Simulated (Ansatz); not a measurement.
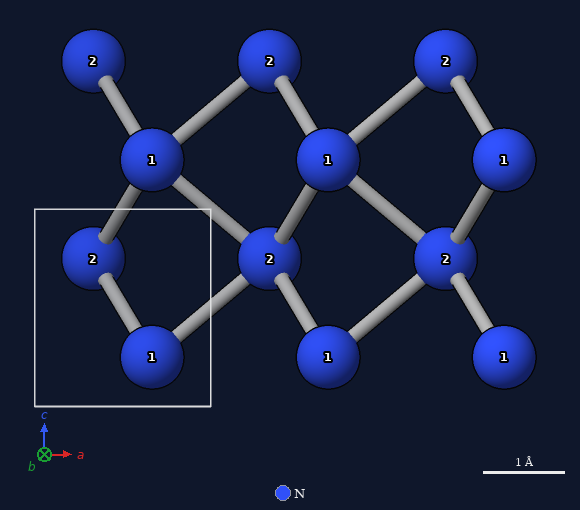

This is the input geometry for a relaxation of a crystal of N (set up in P6_3/mmc). A ball-and-stick model of the cell of the calculation, repeated 3 × 1 × 2 with one cell outlined, seen along the b axis.

All numbers below come from DFT r2SCAN, scalar-relativistic, plane waves, PAW in Ansatz.

Input
```yaml
crystal:
  lattice:
    - [2.5194737886, 0.0, 0.0]
    - [-1.2597368943, 2.1819283051, 0.0]
    - [0.0, 0.0, 2.446002]
  atoms:
    - { symbol: "N", position: [0.66666667, 0.33333333, 0.25] }
    - { symbol: "N", position: [0.33333333, 0.66666667, 0.75] }
basis:
  ecutwfc: 500
kpoints:
  mp_grid: { grid: [18, 18, 18] }
hamiltonian:
  xc: r2scan
scf:
  occupations: { method: gaussian, width: 0.1 }
output:
  forces: true
  stress: true
  eigenvalues: true
  write_density: true
  write_potential: true
  elf: true
  volumetric_format: npy
relax:
  adjacent_minimum: "off"
  f_tol: 0.005
  max_steps: 80
  cell: { stress_tol: 0.05 }
```

Command:
```bash
ansatz run input.yaml --threads 1 --pin off --max-ram 2560MiB --backend cpu --events-out ev --progress --plain --runs-dir out
```

What does the optimiser find from here?

The atoms keep their places relative to the cell (all moves are under 0.005 Å). The volume changes by +3.4 %, with a = b 2.519 → 2.564 Å (+1.8 %), c 2.446 → 2.441 Å (−0.2 %). Near-neighbour distances that change, for instance: N1–N2 1.900 → 1.919 Å. The space group stays P6_3/mmc (No. 194). Over 4 accepted moves (5 points after the start) the energy falls by 8.2 meV per atom. All forces vanish by symmetry, so only the cell relaxes. The pressure goes from 6.35 to 0.03 GPa. The SCF was repeated once at an unchanged geometry on a basis and grid sized afresh for the cell, which shifted the energy by 0.2 meV per atom at most. The run took 42 s on 1 thread of Arm Neoverse V1, with other jobs on the host, peak memory 0.37 GiB.

The end point in the same view:

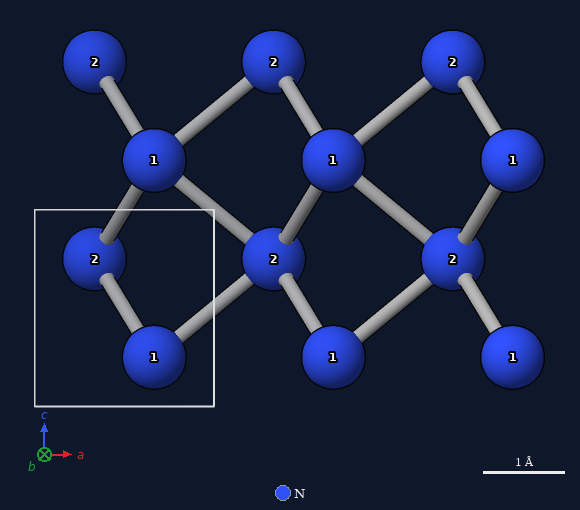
